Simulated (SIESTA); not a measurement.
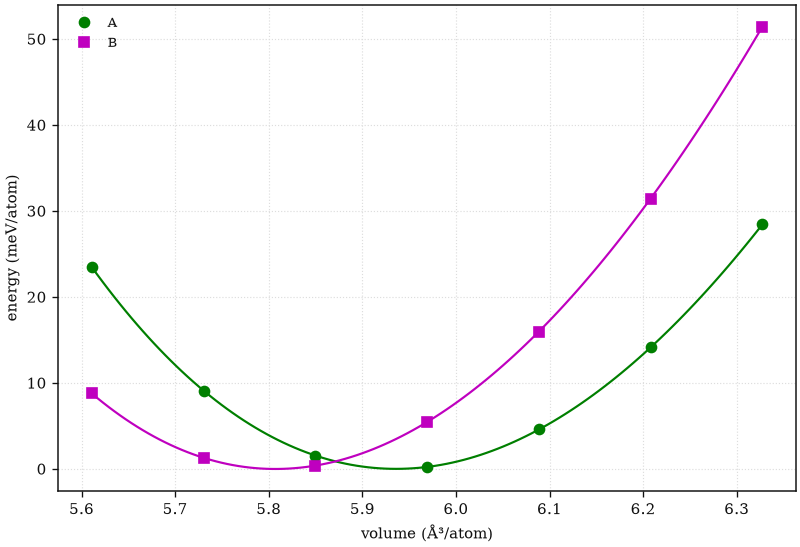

Plotted: energy against volume, with one curve for each functional, for BN (space group P6_3mc). The labels are replaced by letters. In alphabetical order the cases are: LDA; PBEsol.

How it was computed, with SIESTA 5.4.2: DFT in numerical atomic orbitals with pseudopotentials, no spin polarisation; energies at scaled volumes of the given cell, shape and fractions fixed, counted from the fit's minimum, third-order Birch-Murnaghan fit. All runs: no spin polarisation.

k mesh 12×12×6; occupations Fermi–Dirac; smearing width 0.05 eV; potentials PseudoDojo 0.4 standard, converted to PSML, two zetas on semicore shells.

Question: Which letter stands for which functional?

Answer: A: PBEsol; B: LDA.

Note: mulliken charges of long orbitals; shape and atomic fractions are frozen while scaling, which makes layered, chain and framework solids too stiff.
